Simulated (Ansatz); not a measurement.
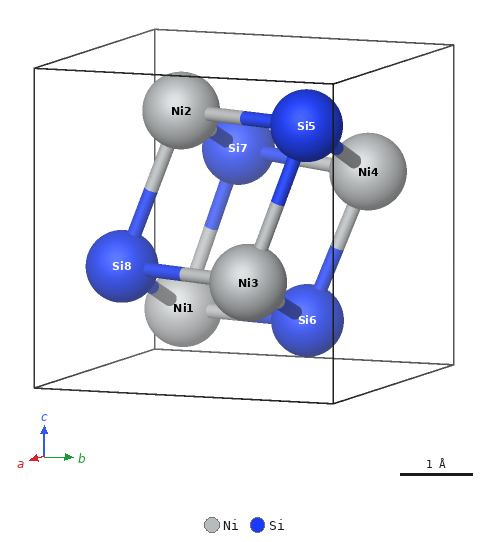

Figure 1. The structure as given in the input (ball-and-stick view of the cell of the calculation, seen slightly off an axis; atoms are numbered from 1 in the order of the input).

**Two runs on NiSi**

System: NiSi (8 atoms in the cell).
Method of the first run: Kohn-Sham DFT of a periodic cell, PBE, all-electron LAPW, scalar-relativistic, spin-polarised (Ansatz 0.2.0).

The structure derives from a Materials Project entry. Text and figures count atoms from 1; the logs count them from 0 in places.

## The input, the first run
```yaml
crystal:
  lattice:
    - [4.503694, 0.0, 0.0]
    - [0.0, 4.503694, 0.0]
    - [0.0, 0.0, 4.503694]
  atoms:
    - { symbol: Ni, position: [0.144521, 0.15394, 0.153017], spin: 1.0 }
    - { symbol: Ni, position: [0.657711, 0.35351, 0.843635], spin: 1.0 }
    - { symbol: Ni, position: [0.845677, 0.653445, 0.343098], spin: 1.0 }
    - { symbol: Ni, position: [0.34388, 0.851791, 0.638887], spin: 1.0 }
    - { symbol: Si, position: [0.841085, 0.846559, 0.8429] }
    - { symbol: Si, position: [0.342862, 0.649012, 0.163214] }
    - { symbol: Si, position: [0.161018, 0.344849, 0.664058] }
    - { symbol: Si, position: [0.652345, 0.153854, 0.345954] }
kpoints:
  mp_grid: { grid: [6, 6, 6] }
scf:
  occupations: { method: fermi_dirac, width: 0.05 }
hamiltonian:
  xc: pbe
  pseudopotentials: { kind: all_electron, lapw: { basis_error: 0.001 } }
magnetization:
  spin_polarized: true
output:
  forces: true
  stress: true
  eigenvalues: true
  populations: true
```

Launched with:
```bash
ansatz run input.yaml --threads 4 --pin off --max-ram 14336MiB --backend cpu --events-out ev --progress --plain --runs-dir out
```

Hardware: 4 threads of Intel Xeon @ 2.90GHz (Ice Lake), 128 GiB of memory available, shared host.

## Output, shortened to warnings, some set-up lines, iterations and results (the first run)
```
WARN: the starting moments were not kept: the SCF closed with an absolute magnetisation of 7.6e-6 μB, where they sum to 4 μB in size (4 sites). That is at most 0.1 of that sum. Measured as dr2_m measures the in/out step, that magnetisation stands 6.6e-13 eV from none, at or under the dr2_threshold of 1.0e-7 eV: it is no larger than a step whose dr2_m would equal this threshold. The system may …
Basis set: ecut = 297.12562670032037 eV, 1045 PW (Γ), exchange–correlation at level 2
Symmetry: 1 space group operations
k-points: 112 of 216 (time reversal used)
Initial density: superposition of atomic densities (chi_scale 0.1, normalization cell)
[...]
SCF iter   1: F=—  HF=-197104.436716 eV  |F-HF|=—  |Δ(HF+E_count)|=         —  Δρ=4.43e-2 (↑2.48e-2 ↓4.43e-2)  dr2=2.23e0  dr2_m=7.61e-1  M=0.373 μB ∫|m|=0.602 μB  β_m=0.30  …
SCF iter   2: F=—  HF=-197104.229849 eV  |F-HF|=—  |Δ(HF+E_count)|=   2.07e-1  Δρ=2.98e-2 (↑1.99e-2 ↓2.98e-2)  dr2=8.57e-1  dr2_m=4.03e-1  M=0.286 μB ∫|m|=0.490 μB  β_m=0.58  …
SCF iter   3: F=—  HF=-197105.533772 eV  |F-HF|=—  |Δ(HF+E_count)|=    1.30e0  Δρ=2.11e-2 (↑1.30e-2 ↓2.11e-2)  dr2=1.67e0  dr2_m=2.41e-2  M=0.068 μB ∫|m|=0.165 μB  β_m=0.45  …
SCF iter   4: F=—  HF=-197103.644179 eV  |F-HF|=—  |Δ(HF+E_count)|=    1.89e0  Δρ=2.46e-3 (↑2.46e-3 ↓2.22e-3)  dr2=2.25e-2  dr2_m=1.64e-4  M=0.022 μB ∫|m|=0.079 μB  β_m=0.72  …
SCF iter   5: F=—  HF=-197103.655643 eV  |F-HF|=—  |Δ(HF+E_count)|=         —  Δρ=1.30e-3 (↑1.30e-3 ↓1.23e-3)  dr2=9.19e-3  dr2_m=1.54e-5  M=0.009 μB ∫|m|=0.030 μB  β_m=0.86  …
[... 5 lines ...]
SCF iter  11: F=—  HF=-197103.654517 eV  |F-HF|=—  |Δ(HF+E_count)|=   1.51e-7  Δρ=7.39e-6 (↑7.39e-6 ↓7.03e-6)  dr2=2.99e-7  dr2_m=8.78e-10  M=-0.000 μB ∫|m|=0.000 μB  …
SCF iter  12: F=—  HF=-197103.654517 eV  |F-HF|=—  |Δ(HF+E_count)|=   1.17e-7  Δρ=3.55e-6 (↑3.55e-6 ↓3.35e-6)  dr2=5.45e-8  dr2_m=2.70e-10  M=-0.000 μB ∫|m|=0.000 μB  …
SCF iter  13: F=—  HF=-197103.654517 eV  |F-HF|=—  |Δ(HF+E_count)|=   1.42e-8  Δρ=1.18e-6 (↑1.18e-6 ↓1.16e-6)  dr2=8.26e-9  dr2_m=1.15e-11  M=-0.000 μB ∫|m|=0.000 μB  …
SCF iter  14: F=-197103.654517 eV  HF=-197103.654517 eV  |F-HF|=4.83e-9  |Δ(HF+E_count)|=   3.00e-9  Δρ=4.74e-7 (↑4.71e-7 ↓4.74e-7)  dr2=1.44e-9  dr2_m=1.57e-12  M=0.000 μB …
SCF 1 converged in 14 iterations: F = -197103.654517 eV  dr2 = 1.44e-9
WARN: the starting moments were not kept: the SCF closed with an absolute magnetisation of 7.6e-6 μB, where they sum to 4 μB in size (4 sites). That is at most 0.1 of that sum. Measured as dr2_m measures the in/out step, that magnetisation stands 6.6e-13 eV from none, at or under the dr2_threshold …
SCF converged after 14 iterations
Magnetization: 0.0000 μB (60.0000 up, 60.0000 down)
Absolute magnetization: 0.0000 μB (∫|ρ↑−ρ↓|)
Spin contamination: 0.0000 ħ² per cell (⟨S²⟩ above its minimum at these occupations)
Per-site moments (μB) at R_I (Å): [(6.972737374155713e-7, 1.2674006631496968), (6.495251358984433e-7, 1.2674006631496968), (7.155913905876332e-7, 1.2674006631496968), (6.715283635827518e-7, 1.2674006631496968), (7.672342672293553e-8, 1.0614279064345669), (6.773721761277329e-8, 1.0614279064345669), …
Free energy (F): -197103.654517 eV
Harris-Foulkes:  -197103.654517 eV  (|F-HF|=4.83e-9)
Internal energy: -197103.630315 eV  (E = F + TS)
E sigma→0 (E₀):  -197103.642416 eV
Entropy (-TS):   -0.024203 eV (-3.025 meV/atom)
Fermi energy:    17.579124 eV
--- Per-component energies (eV) ---
  E_band       = -3795.233397
  E_kinetic    = 199844.356127
  E_xc         = -9206.514569
[...]
```

For the second run the input was changed thus:
```diff
-    - { symbol: Ni, position: [0.144521, 0.15394, 0.153017], spin: 1.0 }
-    - { symbol: Ni, position: [0.657711, 0.35351, 0.843635], spin: 1.0 }
-    - { symbol: Ni, position: [0.845677, 0.653445, 0.343098], spin: 1.0 }
-    - { symbol: Ni, position: [0.34388, 0.851791, 0.638887], spin: 1.0 }
-    - { symbol: Si, position: [0.841085, 0.846559, 0.8429] }
-    - { symbol: Si, position: [0.342862, 0.649012, 0.163214] }
-    - { symbol: Si, position: [0.161018, 0.344849, 0.664058] }
-    - { symbol: Si, position: [0.652345, 0.153854, 0.345954] }
+    - { symbol: Ni, position: [0.149504, 0.149504, 0.149504], spin: 1.0 }
+    - { symbol: Ni, position: [0.649504, 0.350496, 0.850496], spin: 1.0 }
+    - { symbol: Ni, position: [0.850496, 0.649504, 0.350496], spin: 1.0 }
+    - { symbol: Ni, position: [0.350496, 0.850496, 0.649504], spin: 1.0 }
+    - { symbol: Si, position: [0.84683, 0.84683, 0.84683] }
+    - { symbol: Si, position: [0.34683, 0.65317, 0.15317] }
+    - { symbol: Si, position: [0.15317, 0.34683, 0.65317] }
+    - { symbol: Si, position: [0.65317, 0.15317, 0.34683] }
```

How does the second run compare with the first run?

With the same functional and potentials, the second run lies 8.2 meV per atom lower. The pressure goes from 2.19 to 1.74 GPa. The largest force goes from 0.564 to 0.026 eV/Å. The SCF takes 13 iterations against 14. The irreducible k-points go from 112 to 24. The plane waves at Γ go from 1045 to 1021. On the same kind of shared host the second run took about 0.2 times as long.

## Output, shortened to warnings, some set-up lines, iterations and results (the second run)
```
WARN: the starting moments were not kept: the SCF closed with an absolute magnetisation of 7.5e-7 μB, where they sum to 4 μB in size (4 sites). That is at most 0.1 of that sum. Measured as dr2_m measures the in/out step, that magnetisation stands 8.7e-15 eV from none, at or under the dr2_threshold of 1.0e-7 eV: it is no larger than a step whose dr2_m would equal this threshold. The system may …
Basis set: ecut = 286.8569462659325 eV, 1021 PW (Γ), exchange–correlation at level 2
Symmetry: 12 space group operations
k-points: 24 of 216 (time reversal used)
Initial density: superposition of atomic densities (chi_scale 0.1, normalization cell)
[...]
SCF iter   1: F=—  HF=-197104.476618 eV  |F-HF|=—  |Δ(HF+E_count)|=         —  Δρ=4.35e-2 (↑2.43e-2 ↓4.35e-2)  dr2=2.16e0  dr2_m=7.32e-1  M=0.377 μB ∫|m|=0.609 μB  β_m=0.30  …
SCF iter   2: F=—  HF=-197104.282249 eV  |F-HF|=—  |Δ(HF+E_count)|=   1.94e-1  Δρ=2.92e-2 (↑1.94e-2 ↓2.92e-2)  dr2=8.14e-1  dr2_m=3.88e-1  M=0.289 μB ∫|m|=0.496 μB  β_m=0.58  …
SCF iter   3: F=—  HF=-197105.669251 eV  |F-HF|=—  |Δ(HF+E_count)|=    1.39e0  Δρ=2.09e-2 (↑1.30e-2 ↓2.09e-2)  dr2=1.65e0  dr2_m=2.40e-2  M=0.068 μB ∫|m|=0.168 μB  β_m=0.44  …
SCF iter   4: F=—  HF=-197103.709224 eV  |F-HF|=—  |Δ(HF+E_count)|=    1.96e0  Δρ=2.43e-3 (↑2.43e-3 ↓2.20e-3)  dr2=2.14e-2  dr2_m=1.63e-4  M=0.023 μB ∫|m|=0.081 μB  β_m=0.72  …
SCF iter   5: F=—  HF=-197103.720860 eV  |F-HF|=—  |Δ(HF+E_count)|=         —  Δρ=1.30e-3 (↑1.30e-3 ↓1.24e-3)  dr2=9.34e-3  dr2_m=1.48e-5  M=0.009 μB ∫|m|=0.031 μB  β_m=0.86  …
SCF iter   6: F=—  HF=-197103.720227 eV  |F-HF|=—  |Δ(HF+E_count)|=   6.33e-4  Δρ=5.30e-4 (↑5.30e-4 ↓4.91e-4)  dr2=1.83e-3  dr2_m=7.26e-7  M=0.001 μB ∫|m|=0.003 μB  β_m=0.90  …
SCF iter   7: F=—  HF=-197103.719758 eV  |F-HF|=—  |Δ(HF+E_count)|=   4.69e-4  Δρ=1.18e-4 (↑1.18e-4 ↓9.21e-5)  dr2=7.31e-5  dr2_m=2.13e-7  M=-0.001 μB ∫|m|=0.002 μB  β_m=0.87 …
SCF iter   8: F=—  HF=-197103.719732 eV  |F-HF|=—  |Δ(HF+E_count)|=   2.56e-5  Δρ=2.78e-5 (↑2.78e-5 ↓2.33e-5)  dr2=1.99e-6  dr2_m=2.70e-8  M=-0.000 μB ∫|m|=0.001 μB  β_m=0.93 …
SCF iter   9: F=—  HF=-197103.719733 eV  |F-HF|=—  |Δ(HF+E_count)|=   2.59e-7  Δρ=6.51e-6 (↑6.51e-6 ↓6.09e-6)  dr2=1.30e-7  dr2_m=7.27e-10  M=-0.000 μB ∫|m|=0.000 μB  …
SCF iter  10: F=—  HF=-197103.719733 eV  |F-HF|=—  |Δ(HF+E_count)|=   2.22e-8  Δρ=2.04e-6 (↑1.89e-6 ↓2.04e-6)  dr2=1.21e-8  dr2_m=1.65e-10  M=0.000 μB ∫|m|=0.000 μB  β_m=0.96 …
SCF iter  11: F=—  HF=-197103.719733 eV  |F-HF|=—  |Δ(HF+E_count)|=  3.49e-10  Δρ=4.42e-7 (↑3.78e-7 ↓4.42e-7)  dr2=5.48e-10  dr2_m=1.51e-11  M=0.000 μB ∫|m|=0.000 μB  …
SCF iter  12: F=—  HF=-197103.719733 eV  |F-HF|=—  |Δ(HF+E_count)|=  2.04e-10  Δρ=8.05e-8 (↑6.44e-8 ↓8.05e-8)  dr2=1.55e-11  dr2_m=6.16e-13  M=0.000 μB ∫|m|=0.000 μB  …
SCF iter  13: F=-197103.719733 eV  HF=-197103.719733 eV  |F-HF|=4.66e-10  |Δ(HF+E_count)|=  2.04e-10  Δρ=2.63e-8 (↑2.63e-8 ↓2.47e-8)  dr2=1.94e-12  dr2_m=4.91e-14  M=0.000 μB …
SCF 1 converged in 13 iterations: F = -197103.719733 eV  dr2 = 1.94e-12
WARN: the starting moments were not kept: the SCF closed with an absolute magnetisation of 7.5e-7 μB, where they sum to 4 μB in size (4 sites). That is at most 0.1 of that sum. Measured as dr2_m measures the in/out step, that magnetisation stands 8.7e-15 eV from none, at or under the dr2_threshold …
SCF converged after 13 iterations
Magnetization: 0.0000 μB (60.0000 up, 60.0000 down)
Absolute magnetization: 0.0000 μB (∫|ρ↑−ρ↓|)
Spin contamination: 0.0000 ħ² per cell (⟨S²⟩ above its minimum at these occupations)
Per-site moments (μB) at R_I (Å): [(3.1117362908617e-8, 1.2863629044976224), (3.1117362908617e-8, 1.2863629044976224), (3.1117362908617e-8, 1.2863629044976224), (3.1117362908617e-8, 1.2863629044976224), (2.605724080950722e-8, 1.0746839853857026), (2.605724080950722e-8, 1.0746839853857026), …
Free energy (F): -197103.719733 eV
Harris-Foulkes:  -197103.719733 eV  (|F-HF|=4.66e-10)
Internal energy: -197103.695828 eV  (E = F + TS)
E sigma→0 (E₀):  -197103.707781 eV
Entropy (-TS):   -0.023904 eV (-2.988 meV/atom)
Fermi energy:    17.591086 eV
--- Per-component energies (eV) ---
  E_band       = -3794.658005
  E_kinetic    = 199843.632848
  E_xc         = -9206.479077
[...]
```

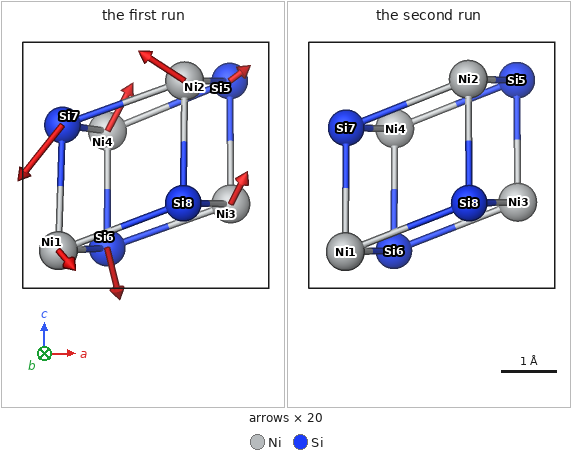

Figure 2. The two input geometries at one scale (ball-and-stick view of the cell of the calculation, along the b axis). The red arrows on the first give the shifts of the atoms relative to the cell, with their mean removed, magnified 20 times. The atom that moves furthest is Si7 (0.068 Å). By element the largest moves are Si 0.068 Å, Ni 0.052 Å. (The mean shift of all atoms is removed.) The cell doesn't change. Among the contacts that change: Ni3–Si7 2.457 → 2.361 Å, Ni4–Si6 2.532 → 2.436 Å, Ni2–Si6 2.419 → 2.361 Å, Ni1–Si7 2.365 → 2.406 Å.

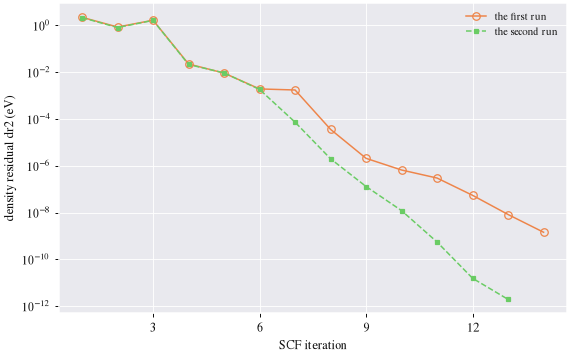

Figure 3. Convergence of the two runs: density residual dr2 against the SCF iteration. The first run takes 14 iterations in all, and the second run takes 13.

## The two runs side by side

```csv
quantity,the first run,the second run
outcome,converged,converged
free energy per atom (eV),−24637.9568,−24637.9650
"energy per atom, smearing taken to zero (eV)",−24637.9553,−24637.9635
gap on the mesh (eV),0.00,0.00
net moment of the cell (μB),0.00,0.00
absolute moment of the cell (μB),0.00,0.00
pressure (GPa),2.19,1.74
largest force (eV/Å),0.564,0.026
SCF iterations,14,13
irreducible k-points,112,24
plane waves at Γ,1045,1021
wall time (shared host),4.9 min,60 s
```

For both runs: Warnings: some starting moments were not kept.
